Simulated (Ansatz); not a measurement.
## Run report: Al3N, geometry relaxation (part 2 of 2)

Continued. System: Al3N (P1, 8 atoms in the cell). Method: DFT PBE, scalar-relativistic, plane waves, PAW, no spin polarisation (Ansatz 0.2.0); cutoff 420 eV, 8×8×8 k-mesh, Gaussian smearing of 0.1 eV. The structure was made by swapping elements on the sites of another compound; it need not be a known phase. It belongs to a series of runs on one base structure; here: the structure that the rattled A15 type (Pm-3n, No. 223) fell into.

Geometry of the input (Å; fractional positions):
```
4.8520  0.0000  0.0000
0.5819  5.3122  0.0000
0.7714  2.5314  4.6666
Al 0.2257  0.7391  0.9236
Al 0.7545  0.4375  0.0059
Al 0.5810  0.8540  0.2248
Al 0.3337  0.2978  0.7842
Al 0.0595  0.7748  0.4356
Al 0.8621  0.2223  0.5661
N  0.9075  0.6051  0.2282
N  0.7760  0.0694  0.3317
```

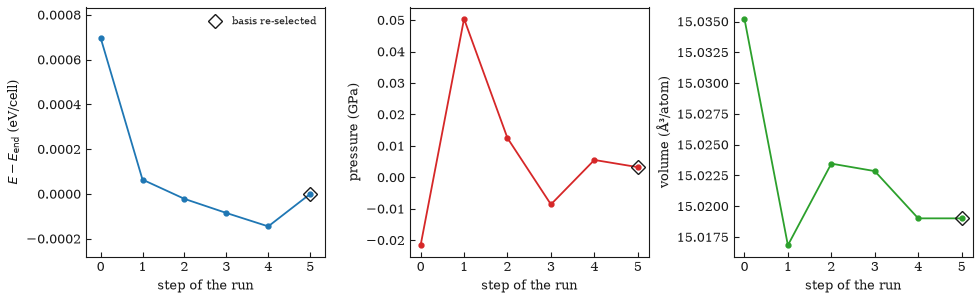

Figure 1. Progress of the relaxation, step by step (the first geometry is step 0 here and step 1 in the log). The atom that moves furthest relative to the cell is Al3 (0.011 Å). By element the largest moves are Al 0.011 Å, N 0.005 Å. The energy falls by 0.8 meV per cell of the calculation in 4 geometry steps. The largest force component goes from 0.038 to 0.002 eV/Å. The pressure goes from −0.02 to 0.00 GPa. A last SCF at the same geometry on a re-selected plane-wave basis shifts the energy by +0.1 meV per cell of the calculation. (Atoms are counted from 1 in the order of the input.)

```
basis re-selected at this cell: Δ(F+E_penalty+E_count) = +1.446e-4 eV, ΔP = -0.002 GPa vs the last step (what re-selecting the basis moved, of the pressure what is left beyond the Pulay correction that the steps carried, after the strain that the cell walked since its last selection, with what the two solves' SCF thresholds leave and, on support functions, any second-order correction that the steps lacked; it is no measure of the basis error at this ecutwfc). This SCF's stress stands 1.51e-2 GPa from its target on what of the cell is left free (relax.cell.stress_tol is 5.00e-2 GPa) and its largest allowed force component is 1.99e-3 eV/Å (relax.f_tol is 1.00e-2 eV/Å): within both
SCF converged after 4 iterations
Free energy (F): -3995.314962 eV
Harris-Foulkes:  -3995.314962 eV  (|F-HF|=0.00e0)
Internal energy: -3995.306501 eV  (E = F + TS)
E sigma→0 (E₀):  -3995.310732 eV
Entropy (-TS):   -0.008461 eV (-1.058 meV/atom)
Fermi energy:    7.405100 eV
--- Per-component energies (eV) ---
  E_band       = 33.728850
  E_kinetic    = 404.505441
  E_local      = -671.678843  (includes V_loc(G=0)·N_el)
  E_nonlocal   = 152.132154
  E_hartree    = 268.473924
  E_xc         = -359.493126
  E_vxc        = -327.747092  (∫ρ·V_xc dr)
  E_paw        = -3058.928347  (= ΣΔE_a)
  E_vpaw       = -60.430943  (= ΣTr[D̂ρ^β])
  E_aug_tail   = 0.000181  (compensation charges beyond the density's cutoff)
  E_ewald      = -730.317885
  E_smearing   = -0.008461  (= −TS)
  E_closure    = 0.000000  (closes the sum)
  Σ components = -3995.314962   (vs F -3995.314962, Δ=0.00e0)
--- Forces (eV/Å), atoms counted from 1 ---
  atom   1  Al    -0.00189308     0.00024338     0.00197783
  atom   2  Al    -0.00050130     0.00023585    -0.00062144
  atom   3  Al    -0.00010083    -0.00101141     0.00040796
  atom   4  Al    -0.00021172    -0.00064311     0.00016690
  atom   5  Al     0.00018798    -0.00107773    -0.00009714
  atom   6  Al    -0.00040800    -0.00129381     0.00103641
  atom   7  N      0.00161702     0.00199109    -0.00102110
  atom   8  N      0.00131000     0.00155474    -0.00184930
  max |Σ_I F_I| component: 1.00e-6 eV/Å
--- Stress (GPa, compression-positive) ---
        0.011421      -0.005348       0.000693
       -0.005350       0.006883      -0.001950
        0.000694      -0.001952      -0.008574
  P = ⅓ Tr σ = 0.0032 GPa (0.032 kbar)
--- Band table (eV; the first three rows and the last of 260) ---
  k-point 0: bands = ["-9.2985", "-7.5678", "-0.9560", "-0.5809", "0.6226", "0.8436", "1.8030", "2.9923", "3.2714", "3.9548", "4.7453", "5.4150", "6.3452", "6.8986", "7.0918", "7.4732", "8.7937", "9.5545", "10.1125", "10.5292", "11.2274", "11.9842"]
  k-point 1: bands = ["-9.2829", "-7.5748", "-1.1546", "-0.6334", "0.6911", "0.9583", "1.9034", "3.1117", "3.2248", "4.0974", "4.7449", "5.2096", "5.8796", "6.7239", "7.4827", "7.7700", "8.8869", "9.5688", "10.0757", "10.7620", "11.5340", "11.9813"]
  k-point 2: bands = ["-9.2446", "-7.5918", "-1.5476", "-0.7418", "0.8335", "1.2442", "2.1396", "3.0835", "3.3532", "4.1042", "4.7510", "5.0874", "5.4927", "6.2842", "7.9467", "8.1457", "9.1821", "9.7522", "10.2909", "11.0404", "11.4880", "12.0681"]
  k-point 259: bands = ["-8.7077", "-8.2604", "-0.9238", "-0.2684", "0.2021", "1.3114", "1.9755", "2.0928", "2.8260", "3.2744", "4.1615", "4.7866", "6.1281", "6.6962", "9.4498", "9.5172", "10.3739", "10.8794", "11.1979", "11.7426", "12.0317", "12.7736"]
--- Relaxed structure (5 steps of the walk, 5 accepted, 1 SCFs on fresh bases) ---
  F+E_penalty+E_count = -3995.31496225 eV   max|allowed force component| = 1.991e-3 eV/Å   (the final SCF, on the basis selected at the relaxed cell)
  cell:  # Å, volume = 120.1521 Å³
    - [4.862035972553566, -0.0006327765483448194, -0.004275480706183887]
    - [0.5824292832109019, 5.308810718005049, 0.0032424958089127117]
    - [0.7685281361922106, 2.5330080507567487, 4.656010038463958]
  atoms:
    - { symbol: Al, position: [0.22617668275753197, 0.7389297322009997, 0.9232817377555399] }
    - { symbol: Al, position: [0.7551452287251765, 0.4375639427475214, 0.0044472423608390215] }
    - { symbol: Al, position: [0.5804716644712368, 0.8521651157563074, 0.22706427564096726] }
    - { symbol: Al, position: [0.33439756402685417, 0.298149847427322, 0.7838670833381147] }
    - { symbol: Al, position: [0.0590212839865559, 0.7751148193115287, 0.4353760689152576] }
    - { symbol: Al, position: [0.8615586541255226, 0.2232394115792432, 0.5664120349397591] }
    - { symbol: N, position: [0.9079484106948065, 0.6056446081823369, 0.2272270382520315] }
    - { symbol: N, position: [0.7752805114123152, 0.06919252269474152, 0.3323245186974916] }
```

Trajectory as extended XYZ (Å, eV, eV/Å), 6 frames, from step=1 to step=6
```
8
Lattice="4.8520 0.0000 0.0000 0.5819 5.3122 0.0000 0.7714 2.5314 4.6666" Properties=species:S:1:pos:R:3:forces:R:3 step=1 energy=-3995.31426 pressure_GPa=-0.02
Al    2.2376    6.2643    4.3102   -0.0015  -0.0129  -0.0036
Al    3.9200    2.3392    0.0275   -0.0004  -0.0068  -0.0208
Al    3.4893    5.1054    1.0489    0.0063  -0.0077   0.0205
Al    2.3973    3.5671    3.6597    0.0090   0.0124  -0.0073
Al    1.0757    5.2185    2.0326   -0.0157  -0.0192   0.0110
Al    4.7491    2.6141    2.6416   -0.0097   0.0381   0.0059
N     4.9311    3.7919    1.0648    0.0122   0.0024  -0.0041
N     4.0616    1.2082    1.5478   -0.0003  -0.0064  -0.0017
8
Lattice="4.8566 0.0003 -0.0048 0.5828 5.3137 0.0006 0.7676 2.5332 4.6550" Properties=species:S:1:pos:R:3:forces:R:3 step=2 energy=-3995.31490 pressure_GPa=0.05
Al    2.2358    6.2656    4.2981    0.0047  -0.0016   0.0067
Al    3.9240    2.3394    0.0195    0.0007  -0.0087  -0.0017
Al    3.4921    5.1067    1.0472   -0.0064  -0.0037   0.0167
Al    2.3985    3.5699    3.6478   -0.0027  -0.0012   0.0007
Al    1.0741    5.2197    2.0291   -0.0114  -0.0003  -0.0091
Al    4.7497    2.6180    2.6338    0.0026   0.0195  -0.0073
N     4.9346    3.7935    1.0564    0.0137   0.0038  -0.0042
N     4.0640    1.2095    1.5410   -0.0011  -0.0079  -0.0017
8
Lattice="4.8593 0.0000 -0.0048 0.5828 5.3115 0.0014 0.7680 2.5328 4.6567" Properties=species:S:1:pos:R:3:forces:R:3 step=3 energy=-3995.31498 pressure_GPa=0.01
Al    2.2375    6.2630    4.3004    0.0009   0.0017   0.0031
Al    3.9268    2.3373    0.0193   -0.0007  -0.0069  -0.0045
Al    3.4930    5.1039    1.0512   -0.0094  -0.0013   0.0101
Al    2.4001    3.5686    3.6496   -0.0004  -0.0023  -0.0012
Al    1.0734    5.2177    2.0304   -0.0028   0.0036  -0.0077
Al    4.7520    2.6188    2.6337    0.0020   0.0094   0.0001
N     4.9375    3.7924    1.0556    0.0118   0.0001   0.0010
N     4.0657    1.2091    1.5422   -0.0015  -0.0044  -0.0010
8
Lattice="4.8615 -0.0003 -0.0045 0.5827 5.3097 0.0031 0.7683 2.5334 4.6569" Properties=species:S:1:pos:R:3:forces:R:3 step=4 energy=-3995.31505 pressure_GPa=-0.01
Al    2.2387    6.2620    4.3018    0.0013   0.0006  -0.0016
Al    3.9285    2.3348    0.0184    0.0035   0.0029   0.0011
Al    3.4927    5.1004    1.0572    0.0091  -0.0056   0.0012
Al    2.4016    3.5681    3.6497    0.0005  -0.0002  -0.0005
Al    1.0730    5.2185    2.0300    0.0018   0.0025   0.0022
Al    4.7543    2.6197    2.6340   -0.0040  -0.0044  -0.0006
N     4.9426    3.7916    1.0572   -0.0146  -0.0033  -0.0083
N     4.0653    1.2091    1.5428    0.0024   0.0075   0.0064
8
Lattice="4.8620 -0.0006 -0.0043 0.5824 5.3088 0.0032 0.7685 2.5330 4.6560" Properties=species:S:1:pos:R:3:forces:R:3 step=5 energy=-3995.31511 pressure_GPa=0.01
Al    2.2396    6.2614    4.3002   -0.0019   0.0003   0.0020
Al    3.9298    2.3337    0.0189   -0.0005   0.0002  -0.0006
Al    3.4931    5.0988    1.0575   -0.0002  -0.0010   0.0004
Al    2.4019    3.5682    3.6492   -0.0002  -0.0007   0.0002
Al    1.0730    5.2177    2.0294    0.0002  -0.0011  -0.0001
Al    4.7543    2.6193    2.6343   -0.0004  -0.0013   0.0010
N     4.9419    3.7902    1.0561    0.0016   0.0019  -0.0010
N     4.0651    1.2086    1.5442    0.0013   0.0016  -0.0018
8
Lattice="4.8620 -0.0006 -0.0043 0.5824 5.3088 0.0032 0.7685 2.5330 4.6560" Properties=species:S:1:pos:R:3:forces:R:3 step=6 energy=-3995.31496 pressure_GPa=0.00
Al    2.2396    6.2614    4.3002   -0.0019   0.0002   0.0020
Al    3.9298    2.3337    0.0189   -0.0005   0.0002  -0.0006
Al    3.4931    5.0988    1.0575   -0.0001  -0.0010   0.0004
Al    2.4019    3.5682    3.6492   -0.0002  -0.0006   0.0002
Al    1.0730    5.2177    2.0294    0.0002  -0.0011  -0.0001
Al    4.7543    2.6193    2.6343   -0.0004  -0.0013   0.0010
N     4.9419    3.7902    1.0561    0.0016   0.0020  -0.0010
N     4.0651    1.2086    1.5442    0.0013   0.0016  -0.0018
```

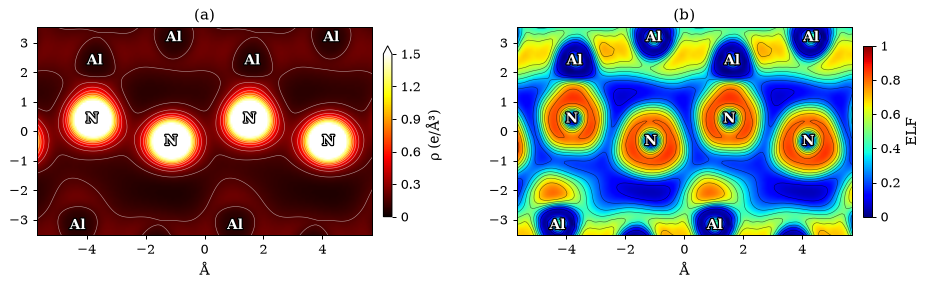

Figure 2. (a) valence electron density; (b) ELF on the (101) plane of the conventional cell. Atoms in the plane: Al and N. Away from the nuclei the density in this plane falls to 0.05 e/Å³ at its lowest. In a PAW calculation such maps are meaningful between the atoms, not at the nuclei.

Results in brief

| quantity | value |
| --- | --- |
| outcome | converged |
| space group (tolerance 0.01 Å) | P1 (1) |
| electrons treated | 28 |
| free energy | −3995.3150 eV |
| Fermi energy | 7.405 eV |
| gap on the k-point mesh | none (metallic) |
| pressure | 0.00 GPa |
| final volume | 120.15 Å³ |
| largest force (length of the vector) at the end | 0.003 eV/Å |
| final cell | a = 4.862 Å, b = 5.341 Å, c = 5.356 Å, α = 60.90°, β = 81.80°, γ = 83.75° |
| wall time | 3 min |
| peak memory | 0.86 GiB |
